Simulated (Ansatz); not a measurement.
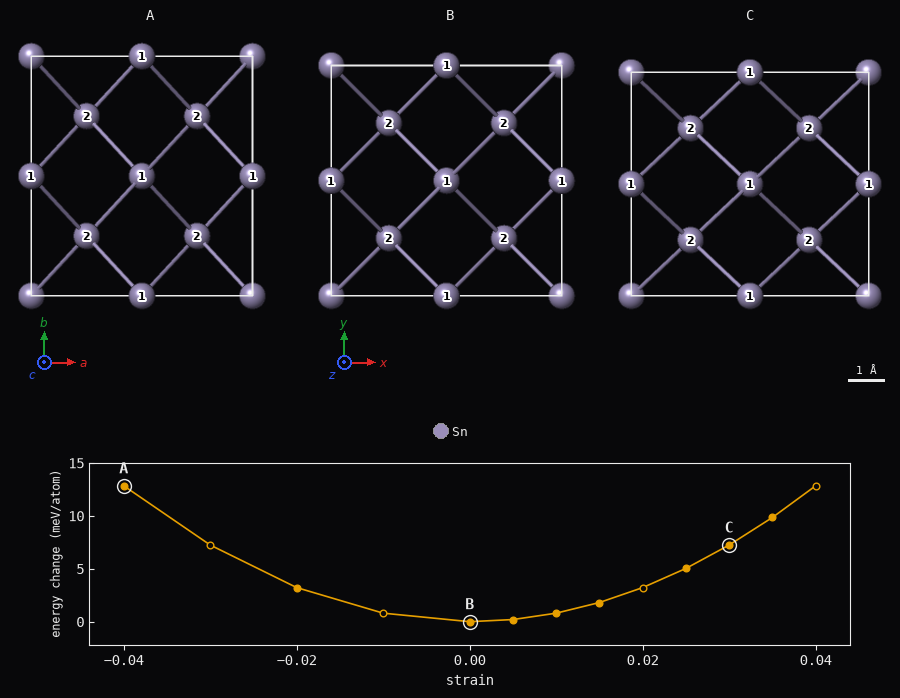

A scan of solid Sn (Fd-3m): the cell is strained along x and oppositely along y, with the atoms kept at their fractional coordinates. x, y and z are the Cartesian axes of the input. The lettered frames are marked on the plot. Hollow markers are points alike by symmetry, not computed again. A ball-and-stick model of the conventional cell (4 times the calculation's cell), seen along the c axis. Lengths and directions refer to the drawn axes.

These are results of DFT r2SCAN, scalar-relativistic, plane waves, PAW in Ansatz 0.2.0, not measurements. Set-up: plane-wave cutoff 500 eV; k-point mesh 12 × 12 × 12; occupations gaussian; smearing width 0.1 eV; no spin polarisation. Energies (free energies at the smearing named) are counted from the cell as listed in its source, which wasn't relaxed.

> What does the scan show?

The lowest computed point lies at the strain 0.00 (0.0 meV/atom). The end points stand at 12.8 meV/atom (−0.04) and 12.8 meV/atom (0.04). The unrelaxed reference is under a pressure of 1.6 GPa. The distortion takes the space group from Fd-3m to Fddd. At the strain −0.04 the cell of the drawing goes a 6.491 → 6.232 Å, b 6.491 → 6.751 Å.

The computed points:

| strain | energy change (meV/atom) |
| --- | --- |
| −0.040 | 12.8 |
| −0.030 | 7.2 |
| −0.020 | 3.2 |
| −0.010 | 0.8 |
| 0.000 | 0.0 |
| 0.005 | 0.2 |
| 0.010 | 0.8 |
| 0.015 | 1.8 |
| 0.020 | 3.2 |
| 0.025 | 5.0 |
| 0.030 | 7.2 |
| 0.035 | 9.9 |
| 0.040 | 12.8 |

Points that are alike by symmetry were computed once.
